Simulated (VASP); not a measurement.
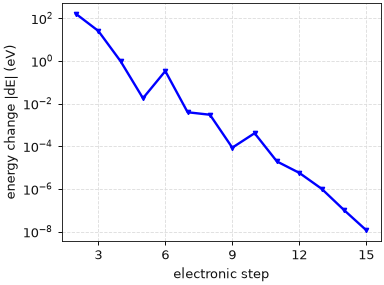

The plot shows the electronic steps of a calculation: energy change |dE|.

SnSe (2 atoms in the cell), run with VASP.

INCAR
```
ENCUT = 520.000000
SIGMA = 0.020000
EDIFF = 1.00e-07
GGA = PE
PREC = Accurate
IBRION = -1
ISIF = 2
ISMEAR = -1
NSW = 0
LASPH = .TRUE.
LCHARG = .FALSE.
LWAVE = .FALSE.
LREAL = .FALSE.
NELMIN = 8
NBANDS = 34
NELM = 60
```

KPOINTS
```
KPOINTS created by Atomic Simulation Environment
0
Gamma
6 6 6
0 0 0
```

POSCAR
```
Sn Se
 1.0000000000000000
     0.0336398429000000    3.3639842879000001    3.3639842879000001
     3.3639842879000001    0.0336398429000000    3.3639842879000001
     3.3976241308000001    3.3976241308000001    0.0000000000000000
 Sn  Se
   1   1
Cartesian
 -0.0000000000000000 -0.0000000000000000  0.0138765990918354
  1.6988120653999998  1.6988120653999998  1.6681155448581642
```

Question: How did this run end?

Answer: It converged, after 15 steps. The energy change falls unevenly and jumps up by a factor of two or more twice on the way down, most sharply at step 6 (by a factor of about 20). The jump at step 6 comes where the charge density, held fixed for the first 5 steps, starts to be updated.
